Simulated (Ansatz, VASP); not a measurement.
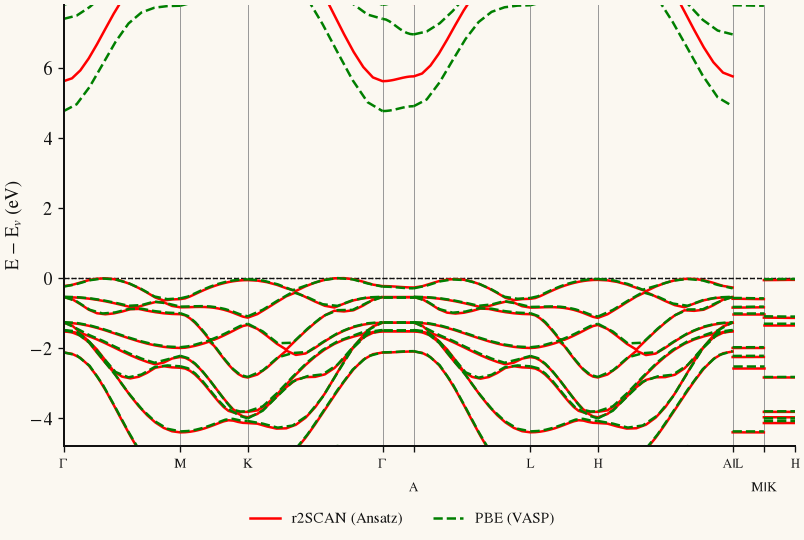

Band structures of Al2O3, space group P-6m2, 5 atoms in the cell (a = 2.884 Å, c = 9.337 Å (hexagonal axes)), by two methods on the same cell. Each is counted from its own valence-band top.

What changes from one method to the other?

r2SCAN (Ansatz) gives a gap of 5.62 eV along the path and PBE (VASP) gives a gap of 4.77 eV along the path.

Settings. r2SCAN (Ansatz): Ansatz PAW, no spin polarisation, no spin-orbit coupling, 11×11×3 k mesh, 500 eV cutoff, Fermi-Dirac smearing of 0.05 eV (Ansatz 0.2.0). PBE (VASP): VASP PAW PBE potentials, release 64 (Al, O), no spin polarisation, no spin-orbit coupling, 8×8×3 k mesh, 900 eV cutoff, Fermi-Dirac smearing of 0.05 eV (VASP 6.6.1).

The two runs differ in program as well. The cell is at −5 GPa in r2SCAN (Ansatz) and 0 GPa in PBE (VASP). LDA, GGA and most meta-GGA functionals understate gaps. The usual form of Al2O3 is corundum. r2SCAN (Ansatz): the PAW data sets were made with another functional.
